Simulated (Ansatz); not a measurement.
**Hf: 5 runs along one coordinate**

System: Hf (1 atom in the cell).
Method: DFT PBEsol, scalar-relativistic, plane waves, PAW, no spin polarisation (Ansatz 0.2.0).

The 5 runs differ only in the geometry, by a strain of the cell at fixed fractional positions. Against run 3, the strain is εxx = η and εyy = η. The structure derives from an entry of the Crystallography Open Database.

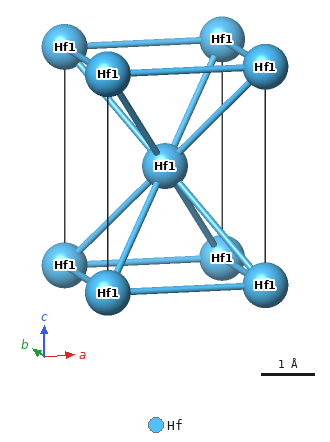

Figure 1. The structure of run 3 (ball-and-stick view of the cell 2 times as large as that of the calculation, set on its symmetry axes, seen slightly off an axis; atoms are numbered from 1 in the order of the input). An atom can appear more than once, as a periodic image.

## Input of run 3
```yaml
crystal:
  lattice:
    - [0.0, 2.22, 2.1312]
    - [2.22, 0.0, 2.1312]
    - [2.22, 2.22, 0.0]
  atoms:
    - { symbol: Hf, position: [0.0, 0.0, 0.0] }
basis:
  ecutwfc: 420
kpoints:
  mp_grid: { grid: [18, 18, 18] }
hamiltonian:
  xc: pbesol
scf:
  occupations: { method: gaussian, width: 0.15 }
output:
  forces: true
  stress: true
  eigenvalues: true
```

Command:
```bash
ansatz run input.yaml --threads 1 --pin off --max-ram 2560MiB --backend cpu --events-out ev --progress --plain --runs-dir out
```

Lattice vectors (Å) and fractional positions of run 3:
```
   0.000000    2.220000    2.131200
   2.220000    0.000000    2.131200
   2.220000    2.220000    0.000000
Hf  0.000000  0.000000  0.000000
```

Run 2 differs from it as follows:
```diff
-    - [0.0, 2.22, 2.1312]
-    - [2.22, 0.0, 2.1312]
-    - [2.22, 2.22, 0.0]
+    - [0.0, 2.1312, 2.1312]
+    - [2.1312, 0.0, 2.1312]
+    - [2.1312, 2.1312, 0.0]
```

## Results, with one run withheld

```csv
run,strain parameter η (%),"free energy per atom, from the lowest run given (meV)",pressure (GPa)
1,−8.0000,290.21,28.80
2,−4.0000,?,?
3,0.0000,0.00,2.95
4,4.0000,24.87,−5.17
5,8.0000,132.46,−11.14
```

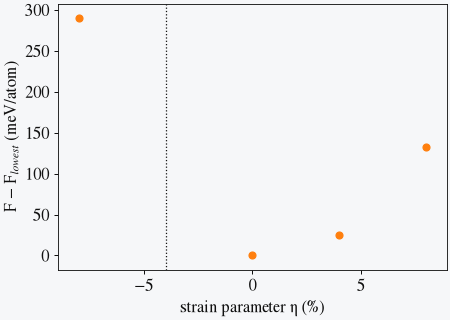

Figure 2. Free energy per atom of the runs given; the dotted line marks run 2.

What should run 2 give?

A quadratic polynomial in the coordinate, fitted to the 4 runs given, misses them by at most 6.68 meV per atom. With x = η − 1.0000, it reads F = −1.4071 − 3.1769 x + 3.2369 x² (meV per atom). At run 2 it gives 95.40 meV per atom, and the run itself gives 79.70. The fit has its minimum at η = 1.4907 %. The fit misses that run by 15.70 meV per atom.

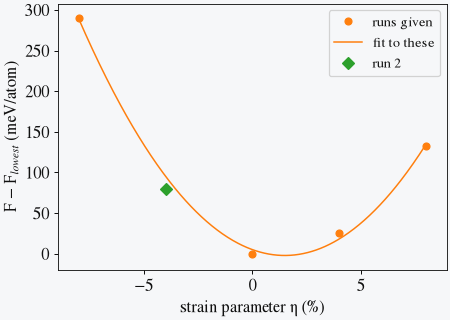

Figure 3. The fit and the withheld run.

## Output, shortened to warnings, some set-up lines, iterations and results (run 2)
```
Basis set: ecut = 420 eV, 339 PW (Γ), exchange–correlation on 48×48×48 points (8 copies of the dense FFT grid, shifted against one another)
Symmetry: 48 space group operations
k-points: 195 of 5832
Initial density: superposition of atomic densities (neutral atoms: chi_scale 0, normalization atom), corrected by the library's trained network
[...]
SCF iter   1: F=—  HF=-15597.875339 eV  |F-HF|=—  |Δ(HF+E_count)|=         —  Δρ=2.77e-3  dr2=5.15e-4  ethr=1.77e-3  ⟨swp⟩=5.1  Hψ=14309  notcnv=0
SCF iter   2: F=—  HF=-15597.875649 eV  |F-HF|=—  |Δ(HF+E_count)|=   3.10e-4  Δρ=1.55e-3  dr2=1.38e-4  ethr=1.98e-6  ⟨swp⟩=2.1  Hψ=7124  notcnv=0
SCF iter   3: F=—  HF=-15597.875804 eV  |F-HF|=—  |Δ(HF+E_count)|=   1.54e-4  Δρ=5.09e-4  dr2=1.92e-5  ethr=5.29e-7  ⟨swp⟩=2.2  Hψ=5562  notcnv=0
SCF iter   4: F=—  HF=-15597.875810 eV  |F-HF|=—  |Δ(HF+E_count)|=   6.62e-6  Δρ=4.65e-5  dr2=1.36e-7  ethr=7.39e-8  ⟨swp⟩=2.0  Hψ=5814  notcnv=0
SCF iter   5: F=-15597.875811 eV  HF=-15597.875811 eV  |F-HF|=2.50e-8  |Δ(HF+E_count)|=   6.76e-7  Δρ=1.55e-5  dr2=2.97e-8  ethr=5.25e-10  ⟨swp⟩=2.1  Hψ=5903  notcnv=0
SCF iter   6: F=-15597.875811 eV  HF=-15597.875811 eV  |F-HF|=5.54e-9  |Δ(HF+E_count)|=   3.16e-8  Δρ=8.24e-6  dr2=6.70e-9  ethr=1.14e-10  ⟨swp⟩=3.7  Hψ=12680  notcnv=0
SCF 1 converged in 6 iterations: F = -15597.875811 eV  dr2 = 6.70e-9
SCF converged after 6 iterations
Free energy (F): -15597.875811 eV
Harris-Foulkes:  -15597.875811 eV  (|F-HF|=5.54e-9)
Internal energy: -15597.862791 eV  (E = F + TS)
E sigma→0 (E₀):  -15597.869301 eV
Entropy (-TS):   -0.013020 eV (-13.020 meV/atom)
Fermi energy:    22.944756 eV
--- Per-component energies (eV) ---
  E_band       = 127.091773
  E_kinetic    = 430.655206
  E_local      = -4683.131073  (includes V_loc(G=0)·N_el)
  E_nonlocal   = -1238.034802
  E_hartree    = 2235.372003
  E_xc         = -299.922547
  E_vxc        = -268.814423  (∫ρ·V_xc dr)
  E_paw        = -6808.764734  (= ΣΔE_a)
  E_vpaw       = 1415.680329  (= ΣTr[D̂ρ^β])
  E_aug_tail   = -0.000001  (compensation charges beyond the density's cutoff)
  E_ewald      = -5235.287934
  E_core_change = 1.251092  (= ΣΔE_core)
  E_smearing   = -0.013020  (= −TS)
  E_closure    = -0.000000  (closes the sum)
  Σ components = -15597.875811   (vs F -15597.875811, Δ=0.00e0)
--- Forces (eV/Å), atoms counted from 1 ---
  atom   1  Hf     0.00000000    -0.00000000    -0.00000000
  max |Σ_I F_I| component: 5.75e-32 eV/Å
--- Stress (GPa, compression-positive) ---
       13.937603       0.000000       0.000000
        0.000000      13.937603      -0.000000
       -0.000000      -0.000000      13.937603
  P = ⅓ Tr σ = 13.9376 GPa (139.376 kbar)
```

Notes: Spin–orbit coupling is left out, which matters for Hf.
